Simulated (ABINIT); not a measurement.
## Geometry relaxation of Ti$_{2}$C (part 4 of 4)

Continued. System: Ti$_{2}$C (R-3m, 3 atoms in the cell). Method: Kohn-Sham DFT of a periodic cell, LDA, JTH PAW LDA v2.0, no spin polarisation (ABINIT 10.8.3); cutoff 517.02 eV, 10×10×10 k-mesh, fermi-dirac of 0.05 eV. The structure derives from a Materials Project entry.

Geometry of the input (Å; fractional positions):
```
1.5407  0.8895  4.8138
-1.5407  0.8895  4.8138
0.0000  -1.7790  4.8138
Ti 0.7545  0.7545  0.7545
Ti 0.2455  0.2455  0.2455
C  0.5000  0.5000  0.5000
```

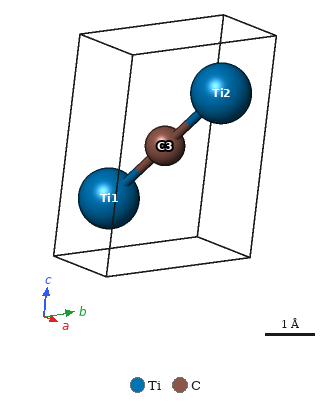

The geometry at step 4 of the log (ball-and-stick view of the reduced cell, seen slightly off an axis; atoms are numbered from 1 in the order of the input).

Trajectory as extended XYZ (Å, eV, eV/Å), 8 frames, from step=0 to step=7
```
3
Lattice="1.5407 0.8895 4.8138 -1.5407 0.8895 4.8138 0.0000 -1.7790 4.8138" Properties=species:S:1:pos:R:3:forces:R:3 step=0 energy=-3355.00326
Ti    0.0000    0.0000   10.8960    0.0000   0.0000   0.3405
Ti    0.0000    0.0000    3.5453    0.0000   0.0000  -0.3405
C     0.0000    0.0000    7.2207    0.0000   0.0000   0.0000
3
Lattice="1.5266 0.8814 4.7737 -1.5266 0.8814 4.7737 0.0000 -1.7627 4.7737" Properties=species:S:1:pos:R:3:forces:R:3 step=1 energy=-3355.04488
Ti    0.0000    0.0000   10.8087    0.0000   0.0000  -0.0194
Ti    0.0000    0.0000    3.5123    0.0000   0.0000   0.0194
C     0.0000    0.0000    7.1605    0.0000   0.0000   0.0000
3
Lattice="1.5170 0.8758 4.7489 -1.5170 0.8758 4.7489 0.0000 -1.7517 4.7489" Properties=species:S:1:pos:R:3:forces:R:3 step=2 energy=-3355.05267
Ti    0.0000    0.0000   10.7524    0.0000   0.0000  -0.2200
Ti    0.0000    0.0000    3.4943    0.0000   0.0000   0.2200
C     0.0000    0.0000    7.1234    0.0000   0.0000   0.0000
3
Lattice="1.5162 0.8754 4.7478 -1.5162 0.8754 4.7478 0.0000 -1.7507 4.7478" Properties=species:S:1:pos:R:3:forces:R:3 step=3 energy=-3355.05357
Ti    0.0000    0.0000   10.7476    0.0000   0.0000  -0.1878
Ti    0.0000    0.0000    3.4957    0.0000   0.0000   0.1878
C     0.0000    0.0000    7.1216    0.0000   0.0000   0.0000
3
Lattice="1.5132 0.8736 4.7413 -1.5132 0.8736 4.7413 0.0000 -1.7472 4.7413" Properties=species:S:1:pos:R:3:forces:R:3 step=4 energy=-3355.05573
Ti    0.0000    0.0000   10.7217    0.0000   0.0000  -0.0111
Ti    0.0000    0.0000    3.5021    0.0000   0.0000   0.0111
C     0.0000    0.0000    7.1119    0.0000   0.0000   0.0000
3
Lattice="1.5134 0.8738 4.7385 -1.5134 0.8738 4.7385 0.0000 -1.7475 4.7385" Properties=species:S:1:pos:R:3:forces:R:3 step=5 energy=-3355.05582
Ti    0.0000    0.0000   10.7148    0.0000   0.0000  -0.0018
Ti    0.0000    0.0000    3.5008    0.0000   0.0000   0.0018
C     0.0000    0.0000    7.1078    0.0000   0.0000   0.0000
3
Lattice="1.5146 0.8744 4.7279 -1.5146 0.8744 4.7279 0.0000 -1.7489 4.7279" Properties=species:S:1:pos:R:3:forces:R:3 step=6 energy=-3355.05598
Ti    0.0000    0.0000   10.6892    0.0000   0.0000   0.0075
Ti    0.0000    0.0000    3.4944    0.0000   0.0000  -0.0075
C     0.0000    0.0000    7.0918    0.0000   0.0000   0.0000
3
Lattice="1.5147 0.8745 4.7269 -1.5147 0.8745 4.7269 0.0000 -1.7490 4.7269" Properties=species:S:1:pos:R:3:forces:R:3 step=7 energy=-3355.05598
Ti    0.0000    0.0000   10.6872    0.0000   0.0000   0.0019
Ti    0.0000    0.0000    3.4934    0.0000   0.0000  -0.0019
C     0.0000    0.0000    7.0903    0.0000   0.0000   0.0000
```

Results in brief

- outcome: converged
- space group (tolerance 0.01 Å): R-3m (166)
- electrons treated: 28
- free energy: −3355.0560 eV
- Fermi energy: 8.215 eV
- gap on the k-point mesh: none (metallic)
- pressure: −0.01 GPa
- final volume: 37.57 Å³
- largest force (length of the vector) at the end: 0.002 eV/Å
- final cell: a = 5.040 Å, b = 5.040 Å, c = 5.040 Å, α = 34.98°, β = 34.98°, γ = 34.98°
- hardware: 1 thread of Intel Xeon (Sapphire Rapids), 16 GiB of memory available, shared host
- wall time: 21 min
- peak memory: 0.24 GiB
